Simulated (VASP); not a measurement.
# Geometry relaxation, with input and output: Rh (part 1 of 3)

Rh (2 atoms in the cell), computed with Kohn-Sham DFT of a periodic cell, PBEsol, VASP PAW PBE potentials, recommended, no spin polarisation (VASP 6.6.1).

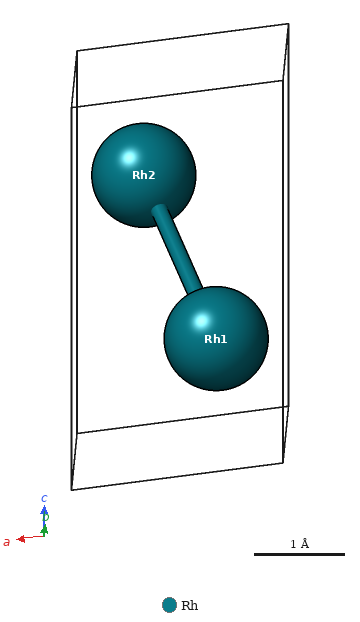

*The input geometry (ball-and-stick view of the cell of the calculation, seen at an oblique angle; atoms are numbered from 1 in the order of the input). An atom can appear more than once, as a periodic image.*

Near neighbours in the periodic cell (some may lie outside the picture): Rh has 12 Rh at 2.69 Å.

Results in brief:

| quantity | value |
| --- | --- |
| outcome | converged |
| space group (tolerance 0.01 Å) | P6₃/mmc (194) |
| electrons treated | 30 |
| free energy | −16.2058 eV |
| gap on the k-point mesh | none (metallic) |
| pressure | 0.01 GPa |
| final volume | 27.09 Å³ |
| largest force (length of the vector) at the end | under 0.001 eV/Å |
| final cell | a = 2.688 Å, b = 2.688 Å, c = 4.329 Å, α = 90.00°, β = 90.00°, γ = 120.00° |
| hardware | 1 thread of Intel Xeon (Sapphire Rapids), 64 GiB of memory available, shared host |
| wall time | 5.3 min |
| peak memory | 0.25 GiB |

INCAR:
```
PREC     = Accurate       # precision mode
ENCUT    = 600            # plane-wave cutoff, eV
EDIFF    = 1E-6           # SCF threshold, eV
ISMEAR   = 0              # smearing method
SIGMA    = 0.1            # smearing width, eV
LREAL    = False          # projectors in reciprocal space
LASPH    = True           # aspherical terms in the spheres
NELM     = 100            # most SCF steps
ALGO     = Fast           # electronic algorithm
ISIF     = 3              # what is computed and relaxed
LWAVE    = False          # write WAVECAR
LCHARG   = False          # write CHGCAR
GGA      = PS             # functional
IBRION   = 2              # ionic algorithm
NSW      = 100            # ionic steps
EDIFFG   = -0.002         # ionic threshold
```

KPOINTS:
```
regular mesh
0
Gamma
  18 18 10
```

POSCAR:
```
Rh
1.0
    2.6923490378      0.0000000000      0.0000000000
   -1.3461745189      2.3316426626      0.0000000000
    0.0000000000      0.0000000000      4.3966059788
Rh
2
Direct
    0.3333333333      0.6666666667      0.2500000000
    0.6666666667      0.3333333333      0.7500000000
```

Command:
```bash
cat potpaw_PBE.64/Rh_pv/POTCAR > POTCAR
mpirun -np 1 vasp_std > vasp.out
```

OSZICAR:
```
N       E                     dE             d eps       ncg     rms          rms(c)
DAV:   1     0.347115576362E+03    0.34712E+03   -0.21221E+04  8452   0.204E+03
DAV:   2    -0.891811019302E+01   -0.35603E+03   -0.34708E+03  8826   0.556E+02
DAV:   3    -0.173726741354E+02   -0.84546E+01   -0.82234E+01  9171   0.929E+01
DAV:   4    -0.174373112025E+02   -0.64637E-01   -0.64552E-01  9142   0.813E+00
DAV:   5    -0.174381460136E+02   -0.83481E-03   -0.83479E-03  9218   0.996E-01    0.156E+01
RMM:   6    -0.162316304605E+02    0.12065E+01   -0.35962E+00  8436   0.178E+01    0.497E+00
RMM:   7    -0.162024289316E+02    0.29202E-01   -0.28082E-01  8436   0.378E+00    0.211E+00
RMM:   8    -0.161993614661E+02    0.30675E-02   -0.73549E-02  8436   0.298E+00    0.843E-01
RMM:   9    -0.161938227646E+02    0.55387E-02   -0.17172E-02  8436   0.134E+00    0.334E-02
RMM:  10    -0.161939265543E+02   -0.10379E-03   -0.12274E-03  8436   0.329E-01    0.339E-02
RMM:  11    -0.161939192657E+02    0.72886E-05   -0.24194E-04  8438   0.187E-01    0.975E-03
RMM:  12    -0.161939188777E+02    0.38803E-06   -0.37780E-05  8551   0.788E-02    0.576E-03
RMM:  13    -0.161939199980E+02   -0.11203E-05   -0.10723E-05  7637   0.419E-02    0.143E-03
RMM:  14    -0.161939201216E+02   -0.12355E-06   -0.29939E-06  6012   0.214E-02
   1 F= -.16193920E+02 E0= -.16185593E+02  d E =-.161939E+02
       N       E                     dE             d eps       ncg     rms          rms(c)
DAV:   1    -0.187149889474E+02   -0.25211E+01   -0.46779E+01  8835   0.834E+01    0.144E+01
RMM:   2    -0.161794828828E+02    0.25355E+01   -0.73116E+00  8436   0.267E+01    0.232E+00
RMM:   3    -0.161421398798E+02    0.37343E-01   -0.58202E-01  8436   0.617E+00    0.156E+00
RMM:   4    -0.161469102057E+02   -0.47703E-02   -0.48481E-02  8436   0.241E+00    0.524E-01
RMM:   5    -0.161484016235E+02   -0.14914E-02   -0.10870E-02  8453   0.112E+00    0.807E-02
RMM:   6    -0.161485493163E+02   -0.14769E-03   -0.14629E-03  8510   0.406E-01    0.262E-02
RMM:   7    -0.161485892222E+02   -0.39906E-04   -0.39783E-04  9913   0.201E-01    0.212E-02
RMM:   8    -0.161485934262E+02   -0.42040E-05   -0.56006E-05  9261   0.862E-02    0.205E-02
RMM:   9    -0.161485962304E+02   -0.28042E-05   -0.23704E-05  8451   0.608E-02    0.139E-02
RMM:  10    -0.161485895991E+02    0.66313E-05   -0.11752E-05  8390   0.434E-02    0.103E-02
RMM:  11    -0.161485903622E+02   -0.76304E-06   -0.28875E-06  5613   0.194E-02
   2 F= -.16148590E+02 E0= -.16141484E+02  d E =0.453298E-01
       N       E                     dE             d eps       ncg     rms          rms(c)
DAV:   1    -0.174748749259E+02   -0.13263E+01   -0.23410E+01  8826   0.614E+01    0.768E+00
RMM:   2    -0.162052717922E+02    0.12696E+01   -0.37741E+00  8436   0.191E+01    0.200E+00
RMM:   3    -0.162012640147E+02    0.40078E-02   -0.22966E-01  8436   0.393E+00    0.108E+00
RMM:   4    -0.162040992217E+02   -0.28352E-02   -0.23452E-02  8436   0.164E+00    0.241E-01
RMM:   5    -0.162043992789E+02   -0.30006E-03   -0.47879E-03  8440   0.742E-01    0.627E-02
RMM:   6    -0.162044287270E+02   -0.29448E-04   -0.85274E-04  8601   0.332E-01    0.249E-02
RMM:   7    -0.162044465892E+02   -0.17862E-04   -0.21908E-04  8846   0.156E-01    0.188E-02
RMM:   8    -0.162044470737E+02   -0.48450E-06   -0.57664E-05  8434   0.934E-02    0.105E-02
RMM:   9    -0.162044499226E+02   -0.28489E-05   -0.17966E-05  8555   0.451E-02    0.259E-03
RMM:  10    -0.162044500448E+02   -0.12219E-06   -0.23697E-06  5699   0.191E-02
   3 F= -.16204450E+02 E0= -.16196455E+02  d E =-.105299E-01
       N       E                     dE             d eps       ncg     rms          rms(c)
DAV:   1    -0.162343234313E+02   -0.29874E-01   -0.95422E-01  8721   0.878E+00    0.106E+00
RMM:   2    -0.162099130319E+02    0.24410E-01   -0.22047E-02  8436   0.143E+00    0.385E-01
RMM:   3    -0.162058286755E+02    0.40844E-02   -0.69083E-03  8436   0.687E-01    0.894E-02
RMM:   4    -0.162058131421E+02    0.15533E-04   -0.76094E-04  8497   0.244E-01    0.458E-02
RMM:   5    -0.162058126511E+02    0.49096E-06   -0.18307E-04  9484   0.106E-01    0.886E-03
RMM:   6    -0.162058165471E+02   -0.38960E-05   -0.39364E-05  9290   0.475E-02    0.700E-03
RMM:   7    -0.162058170760E+02   -0.52885E-06   -0.40156E-06  5880   0.163E-02
   4 F= -.16205817E+02 E0= -.16198074E+02  d E =-.136703E-02
       N       E                     dE             d eps       ncg     rms          rms(c)
DAV:   1    -0.162060989269E+02   -0.28238E-03   -0.87857E-03  9009   0.840E-01    0.101E-01
RMM:   2    -0.162058742313E+02    0.22470E-03   -0.20127E-04  8436   0.136E-01    0.378E-02
RMM:   3    -0.162058354144E+02    0.38817E-04   -0.66985E-05  8436   0.676E-02    0.837E-03
RMM:   4    -0.162058355232E+02   -0.10885E-06   -0.67618E-06  7084   0.234E-02
   5 F= -.16205836E+02 E0= -.16198063E+02  d E =-.138548E-02
       N       E                     dE             d eps       ncg     rms          rms(c)
DAV:   1    -0.162058724476E+02   -0.37033E-04   -0.12525E-03  8829   0.317E-01    0.386E-02
RMM:   2    -0.162058395117E+02    0.32936E-04   -0.28943E-05  8436   0.512E-02    0.143E-02
RMM:   3    -0.162058341201E+02    0.53917E-05   -0.10069E-05  8331   0.256E-02    0.329E-03
RMM:   4    -0.162058342026E+02   -0.82579E-07   -0.11790E-06  4786   0.930E-03
   6 F= -.16205834E+02 E0= -.16198052E+02  d E =-.138416E-02
       N       E                     dE             d eps       ncg     rms          rms(c)
DAV:   1    -0.162058441804E+02   -0.10060E-04   -0.29354E-04  8901   0.154E-01    0.183E-02
RMM:   2    -0.162058370076E+02    0.71728E-05   -0.66615E-06  8176   0.248E-02    0.684E-03
RMM:   3    -0.162058356119E+02    0.13957E-05   -0.21530E-06  5104   0.123E-02    0.150E-03
RMM:   4    -0.162058355765E+02    0.35408E-07   -0.16476E-07  4290   0.394E-03
   7 F= -.16205836E+02 E0= -.16198060E+02  d E =-.138553E-02
       N       E                     dE             d eps       ncg     rms          rms(c)
DAV:   1    -0.162058990353E+02   -0.63423E-04   -0.11805E-03  8862   0.426E-01    0.588E-02
RMM:   2    -0.162058333314E+02    0.65704E-04   -0.19279E-04  8436   0.136E-01    0.107E-02
RMM:   3    -0.162058335826E+02   -0.25119E-06   -0.12769E-05  7196   0.287E-02    0.581E-03
RMM:   4    -0.162058347079E+02   -0.11253E-05   -0.15535E-06  4531   0.133E-02    0.152E-03
RMM:   5    -0.162058347439E+02   -0.35969E-07   -0.36290E-07  4388   0.634E-03
   8 F= -.16205835E+02 E0= -.16198066E+02  d E =0.832590E-06
       N       E                     dE             d eps       ncg     rms          rms(c)
DAV:   1    -0.162058650193E+02   -0.30311E-04   -0.52251E-04  9033   0.283E-01    0.392E-02
RMM:   2    -0.162058371200E+02    0.27899E-04   -0.86018E-05  8436   0.910E-02    0.720E-03
RMM:   3    -0.162058365152E+02    0.60482E-06   -0.56646E-06  6649   0.191E-02
   9 F= -.16205837E+02 E0= -.16198063E+02  d E =-.938765E-06
       N       E                     dE             d eps       ncg     rms          rms(c)
DAV:   1    -0.162058379843E+02   -0.86429E-06   -0.40387E-05  9144   0.775E-02    0.109E-02
RMM:   2    -0.162058355342E+02    0.24501E-05   -0.65691E-06  6899   0.252E-02    0.186E-03
RMM:   3    -0.162058356242E+02   -0.89926E-07   -0.41513E-07  4225   0.505E-03
  10 F= -.16205836E+02 E0= -.16198063E+02  d E =-.477103E-07
       N       E                     dE             d eps       ncg     rms          rms(c)
DAV:   1    -0.162058363443E+02   -0.81008E-06   -0.84113E-06  8808   0.356E-02    0.497E-03
RMM:   2    -0.162058360005E+02    0.34382E-06   -0.13814E-06  4231   0.115E-02
  11 F= -.16205836E+02 E0= -.16198063E+02  d E =-.424046E-06
       N       E                     dE             d eps       ncg     rms          rms(c)
DAV:   1    -0.162058361752E+02    0.16912E-06   -0.31580E-06  6444   0.227E-02    0.320E-03
RMM:   2    -0.162058360221E+02    0.15309E-06   -0.52196E-07  4223   0.725E-03
  12 F= -.16205836E+02 E0= -.16198063E+02  d E =-.445653E-06
       N       E                     dE             d eps       ncg     rms          rms(c)
DAV:   1    -0.162058360214E+02    0.15384E-06   -0.72304E-07  4299   0.111E-02    0.158E-03
RMM:   2    -0.162058359775E+02    0.43887E-07   -0.12449E-07  4193   0.338E-03
  13 F= -.16205836E+02 E0= -.16198062E+02  d E =-.401018E-06
```

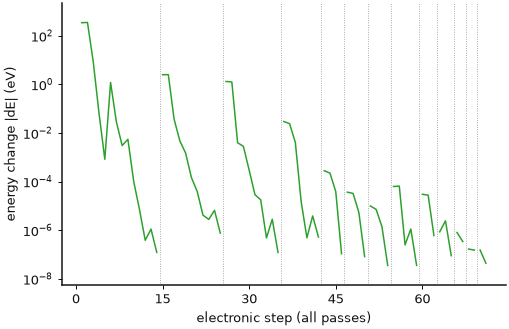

*Convergence of the self-consistent field: energy change |dE| against the electronic step. Each stretch between dotted lines is the SCF of one geometry step of a relaxation.*

The 13 ionic steps take 2 to 14 electronic steps each. The density is held fixed in the first few steps, and dE rises again when its update begins.

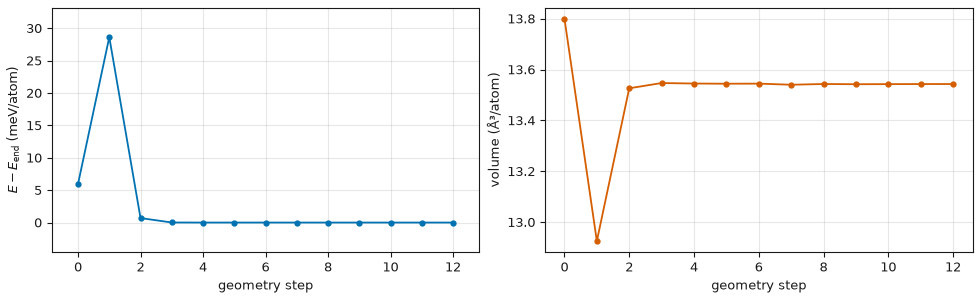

*Progress of the relaxation, step by step (steps are counted from 0).*

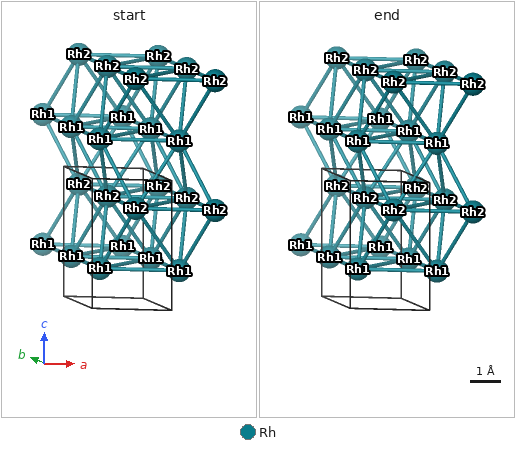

*Before (left) and after (right) the relaxation, at one scale (ball-and-stick view of the cell of the calculation, repeated 2 × 3 × 2, seen slightly off an axis).*

The energy falls by 6.0 meV per atom in 12 geometry steps. All forces vanish by symmetry, so only the cell relaxes. No atom moves by more than 0.005 Å relative to the cell. Cell: a = b 2.692 → 2.688 Å (−0.2 %), c 4.397 → 4.329 Å (−1.5 %). Volume −1.9 %. Among the contacts that change: Rh1–Rh2 2.692 → 2.663 Å, Rh1–Rh1 2.692 → 2.688 Å. The space group stays P6_3/mmc (No. 194). (Atoms are counted from 1 in the order of the input.)

Parts of OUTCAR:
```
PREC = Accurate
   ENCUT = 600
   EDIFF = 1E-6
   ISMEAR = 0
   LREAL = False
   LASPH = True
   NELM = 100
   ISIF = 3
   GGA = PS
   IBRION = 2
   NSW = 100
   EDIFFG = -0.002

 ion  position               nearest neighbor table
   1  0.333  0.667  0.250-   2 2.69   2 2.69   2 2.69   2 2.69   2 2.69   2 2.69
   2  0.667  0.333  0.750-   1 2.69   1 2.69   1 2.69   1 2.69   1 2.69   1 2.69

  LATTYP: Found a hexagonal cell.
 ALAT       =     2.6923490378
 C/A-ratio  =     1.6330000000

  Lattice vectors:

 A1 = (   2.6923490378,   0.0000000000,   0.0000000000)
 A2 = (  -1.3461745189,   2.3316426626,   0.0000000000)
 A3 = (   0.0000000000,   0.0000000000,   4.3966059788)

Analysis of symmetry for initial positions (statically):
=====================================================================
 Subroutine PRICEL returns:
 Original cell was already a primitive cell.

 Routine SETGRP: Setting up the symmetry group for a
 hexagonal supercell.

 Subroutine GETGRP returns: Found 24 space group operations
 (whereof 12 operations were pure point group operations)
 out of a pool of 24 trial point group operations.

The static configuration has the point symmetry D_3d.
 The point group associated with its full space group is D_6h.

Analysis of symmetry for dynamics (positions and initial velocities):
=====================================================================
 Subroutine PRICEL returns:
 Original cell was already a primitive cell.

 Routine SETGRP: Setting up the symmetry group for a
 hexagonal supercell.

 Subroutine GETGRP returns: Found 24 space group operations
 (whereof 12 operations were pure point group operations)
 out of a pool of 24 trial point group operations.

The dynamic configuration has the point symmetry D_3d.
 The point group associated with its full space group is D_6h.

 Subroutine INISYM returns: Found 24 space group operations
 (whereof 12 operations are pure point group operations),
 and found     1 'primitive' translations

----------------------------------------------------------------------------------------

                                     Primitive cell

  volume of cell :      27.6001

  direct lattice vectors                    reciprocal lattice vectors
     2.692349038  0.000000000  0.000000000     0.371422868  0.214441093  0.000000000
    -1.346174519  2.331642663  0.000000000     0.000000000  0.428882185  0.000000000
     0.000000000  0.000000000  4.396605979     0.000000000  0.000000000  0.227448174

  length of vectors
     2.692349038  2.692349038  4.396605979     0.428882185  0.428882185  0.227448174
```
